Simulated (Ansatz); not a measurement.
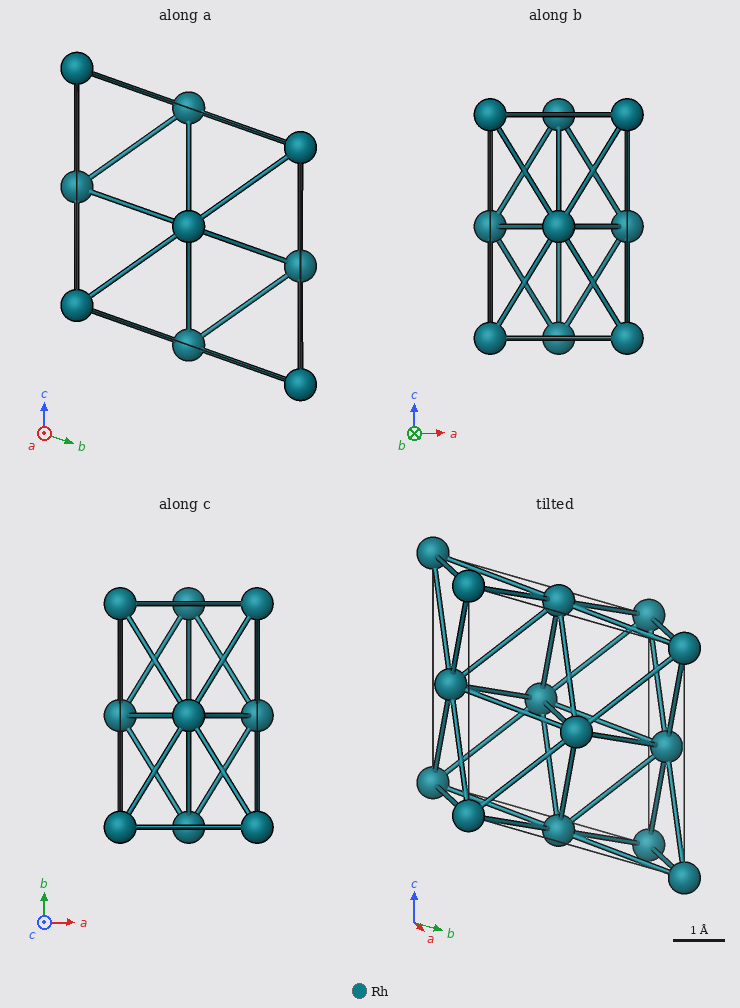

Ball-and-stick drawing of the structure, looking along the a axis, along the b axis, along the c axis and slightly off an axis. The wireframe shows the unit cell.

Lattice parameters: a = 2.7104 Å, b = 4.6932 Å, c = 4.6938 Å, α = 109.517°, β = 89.981°, γ = 90.021°.

Put the structure into a CIF in P1 with every atom of the cell.

```cif
data_structure
_symmetry_space_group_name_H-M 'P 1'
_symmetry_Int_Tables_number 1
_cell_length_a 2.7104
_cell_length_b 4.6932
_cell_length_c 4.6938
_cell_angle_alpha 109.517
_cell_angle_beta 89.981
_cell_angle_gamma 90.021
_cell_volume 56.28
loop_
_atom_site_label
_atom_site_type_symbol
_atom_site_fract_x
_atom_site_fract_y
_atom_site_fract_z
_atom_site_occupancy
Rh1 Rh 0.0000 0.0000 0.0000 1
Rh2 Rh 0.4999 0.5000 0.0000 1
Rh3 Rh 0.4999 0.0000 0.5000 1
Rh4 Rh 0.0000 0.4999 0.5001 1
```

Origin of the cell: a random cell made by a generator, so it need not be a real form of the element. The final geometry of a relaxation with DFT PBE, scalar-relativistic, plane waves, PAW (Ansatz) is shown.
